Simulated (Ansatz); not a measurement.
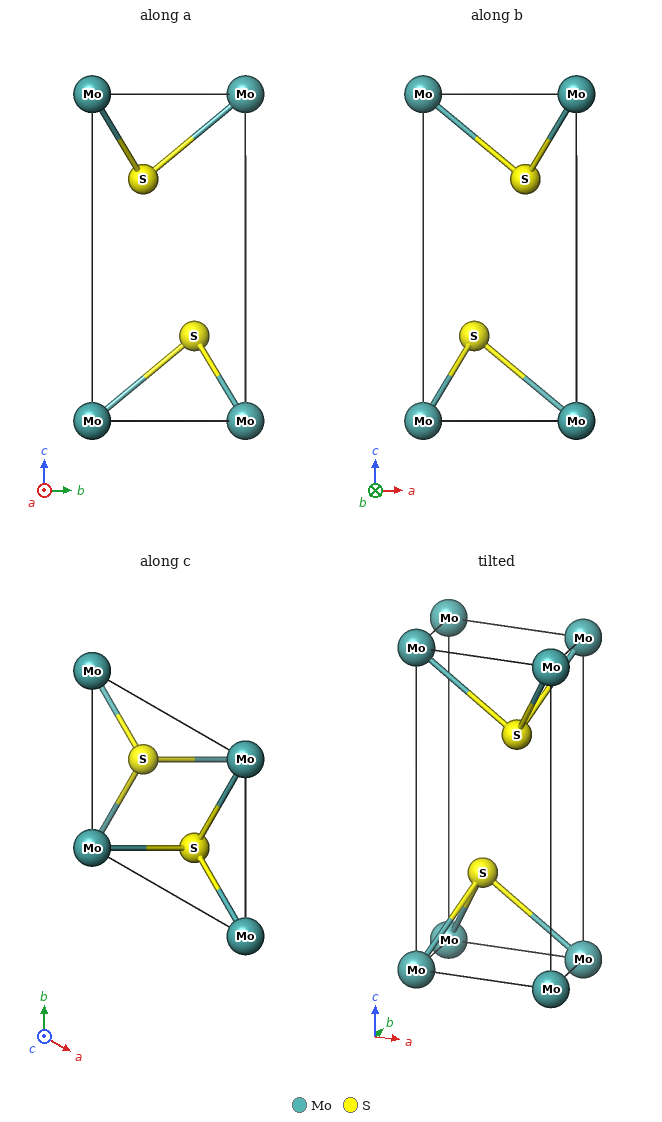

This ball-and-stick model is shown along the a axis, along the b axis, along the c axis and slightly off an axis. The frame is the conventional unit cell; atoms at its boundary are shown with their periodic copies.

Lattice parameters: a = 3.220 Å, b = 3.220 Å, c = 5.945 Å, α = 90.00°, β = 90.00°, γ = 120.00°. Put a along x and b in the xy plane.

Question: Write down what is shown as a POSCAR file, with free fractional coordinates to two decimals.

Answer:
```
Mo S
1.0
     3.220    0.000    0.000
    -1.610    2.789    0.000
     0.000    0.000    5.945
Mo S
1 2
Direct
  0.00 0.00 0.00
  0.3333 0.6667 0.26
  0.6667 0.3333 0.74
```

Source of the structure: a structure type filled with these elements by a generator (whether the compound takes this form wasn't checked). The geometry is the end of a relaxation with DFT, r2SCAN+rVV10, plane waves, PAW in Ansatz.
